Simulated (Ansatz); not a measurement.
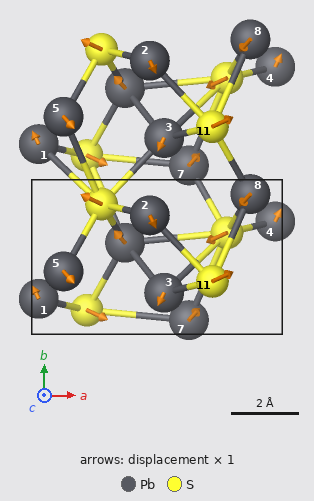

A relaxation of a crystal of Pb2S (a generated structure, set up in P2_12_12_1). The starting structure is drawn; orange arrows show the displacements (the part carried along by the change of the cell is left out), at their true length.

Style: ball-and-stick. Shown: the cell of the calculation, repeated 1 × 2 × 1 with one cell outlined, along the c axis.

The start is a swapped structure.

These are results of DFT, PAW plane waves, LDA in Ansatz 0.2.0, not measurements.

Input
```yaml
crystal:
  lattice:
    - [7.554453, 0.0, 0.0]
    - [0.0, 4.659497, 0.0]
    - [0.0, 0.0, 8.194195]
  atoms:
    - { symbol: Pb, position: [0.0285, 0.2303, 0.4079] }
    - { symbol: Pb, position: [0.4715, 0.7697, 0.9079] }
    - { symbol: Pb, position: [0.5285, 0.2697, 0.5921] }
    - { symbol: Pb, position: [0.9715, 0.7303, 0.0921] }
    - { symbol: Pb, position: [0.1274, 0.4074, 0.821] }
    - { symbol: Pb, position: [0.3726, 0.5926, 0.321] }
    - { symbol: Pb, position: [0.6274, 0.0926, 0.179] }
    - { symbol: Pb, position: [0.8726, 0.9074, 0.679] }
    - { symbol: S, position: [0.221, 0.157, 0.145] }
    - { symbol: S, position: [0.279, 0.843, 0.645] }
    - { symbol: S, position: [0.721, 0.343, 0.855] }
    - { symbol: S, position: [0.779, 0.657, 0.355] }
  symmetry: { tolerance: 0.0003 }
kpoints:
  mp_grid: { grid: [4, 6, 3], shift: [0, 0, 0] }
magnetization:
  spin_polarized: false
scf:
  occupations: { method: gaussian, width: 0.0315 }
  lower_state_search: "off"
hamiltonian:
  pseudopotentials: { kind: paw }
  xc: lda
basis:
  ecutwfc: 420
  fft_grid_basis: typed
relax:
  max_steps: 40
  cell: { p_target: 0.0 }
  f_tol: 0.03
output:
  forces: true
  stress: true
  eigenvalues: true
  bader: true
  populations: true
  elf: true
  write_potential: true
  volumetric_format: npy
  dos:
    e_range: [-12, 8]
    de: 0.05
    projected: { site_lists: { Pb: [Pb], S: [S] } }
  write_density: true
checkpoint:
  read: saved_state
```

Run as
```bash
ansatz run input.yaml --threads 2 --pin off --max-ram 3584MiB --backend cpu --events-out ev --progress --plain --runs-dir out
```

Q: What happened in the run?

A: Over 23 accepted moves (26 points after the start) the energy falls by 2.961 eV per cell of the calculation. The largest force component goes from 1.1 to 0.022 eV/Å. The pressure goes from 8.55 to 0.02 GPa. The line search rejected the trial step at point 10 of the run. At 2 points the geometry stayed and the basis and grid were re-selected for the new cell (energy shift of 35.7 meV per cell of the calculation at most each time). The largest moves relative to the cell, 0.87 Å, are those of S9, S10, S11 and S12. S9 goes along [2 −1 2]. Largest moves by element: S 0.87 Å, Pb 0.69 Å. The volume changes by +7.6 %, with a 7.554 → 7.846 Å (+3.9 %), b 4.659 → 5.720 Å (+22.8 %), c 8.194 → 6.915 Å (−15.6 %). Near-neighbour distances that change, for instance: Pb1–S11 4.370 → 3.148 Å, Pb5–S10 2.741 → 3.378 Å, Pb5–S10 (another image) 3.211 → 2.833 Å, Pb1–Pb8 2.930 → 3.307 Å. Bond angles that change, for instance: Pb1–S9–Pb5 123.3° → 81.8°, S10–Pb6–S12 96.7° → 126.7°, Pb1–S9–Pb7 119.2° → 148.7°. The space group stays P2_12_12_1 (No. 19). The run took of the order of 30 core-minutes on a shared host.
